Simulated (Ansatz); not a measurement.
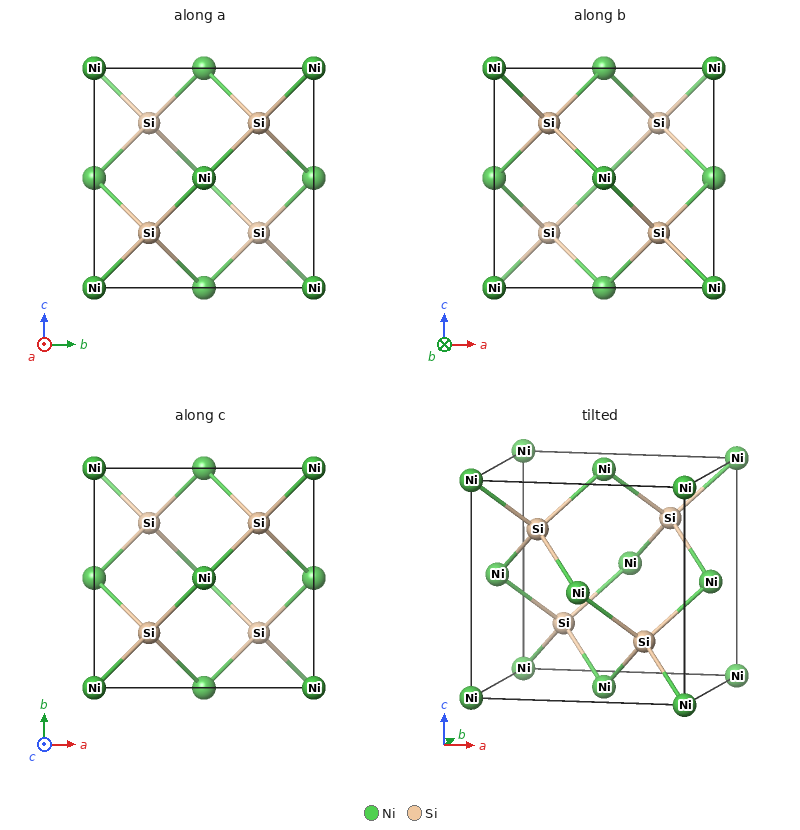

The image is a ball-and-stick drawing of a crystal, viewed along the a axis, along the b axis, along the c axis and slightly off an axis. Lines trace the edges of the conventional unit cell.

Lattice parameters: a = 5.620 Å, b = 5.620 Å, c = 5.620 Å, α = 90.00°, β = 90.00°, γ = 90.00°. Put a along x and b in the xy plane.

Question: Give the structure in the form of a POSCAR file.

Answer:
```
Ni Si
1.0
     5.620    0.000    0.000
     0.000    5.620    0.000
     0.000    0.000    5.620
Ni Si
4 4
Direct
  0.0000 0.0000 0.0000
  0.0000 0.5000 0.5000
  0.5000 0.0000 0.5000
  0.5000 0.5000 0.0000
  0.2500 0.2500 0.7500
  0.2500 0.7500 0.2500
  0.7500 0.2500 0.2500
  0.7500 0.7500 0.7500
```

The initial geometry was a structure type filled with these elements by a generator (whether the compound takes this form wasn't checked). Earlier steps of the study may have refined or changed the cell and positions. Ansatz was used for an electronic-structure calculation on it.

At this level of theory the cell isn't at rest (stretched, at -14 GPa), so its distances can differ from those at equilibrium, the more so the softer the solid.
